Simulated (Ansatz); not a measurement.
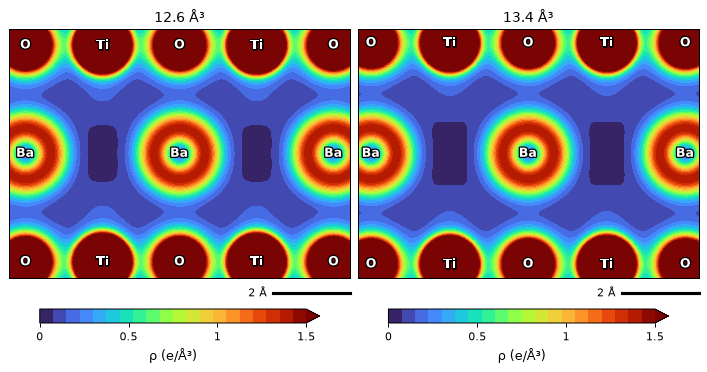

BaTiO3. The valence pseudo-density of cells scaled evenly to different volumes (given per atom above each panel), on the (11̄0) plane of each (indices in the axes of the cell below), at one length scale and on one colour scale.

Computed without spin polarisation.

The calculation used DFT, PBEsol, PAW with Ansatz's default frozen-core files, scalar-relativistic (Ansatz 0.2.0).

The density is the valence pseudo-density of a PAW calculation; it isn't the true density close to the nuclei.

The largest cell:

```
Ba Ti O
1.0
     4.05243    0.00000    0.00000
     0.00000    4.05243    0.00000
     0.00000    0.00000    4.07087
Ba Ti O
1 1 3
Direct
  0.00000 0.00000 0.00000
  0.50000 0.50000 0.50000
  0.50000 0.50000 0.00000
  0.50000 0.00000 0.50000
  0.00000 0.50000 0.50000
```

| volume (Å³/atom) | Ti–O contact in the plane (Å) | ρ at its midpoint (e/Å³) | pressure (GPa) | gap on the mesh (eV) | 
| --- | --- | --- | --- | --- |
| 12.60 | 1.996 | 0.644 | −1.2 | 1.86 | 
| 12.86 | 2.009 | ? | ? | ? | 
| 13.37 | 2.035 | 0.584 | −10.3 | 1.74 | 

Q: Estimate the missing row, and compare with the calculation.

A: Over the known rows ln ρ falls by 2.51 per Å of Ti–O distance (the line through the two), which gives 0.623 e/Å³ at 2.009 Å; the calculation gives 0.622 e/Å³. For the pressure, a straight line in volume between the neighbouring rows gives −4.3 GPa; the calculation gives −4.6, lower because pressure rises ever faster on compression. For the gap on the mesh, a straight line in volume between the neighbouring rows gives 1.82 eV; the calculation gives 1.82.
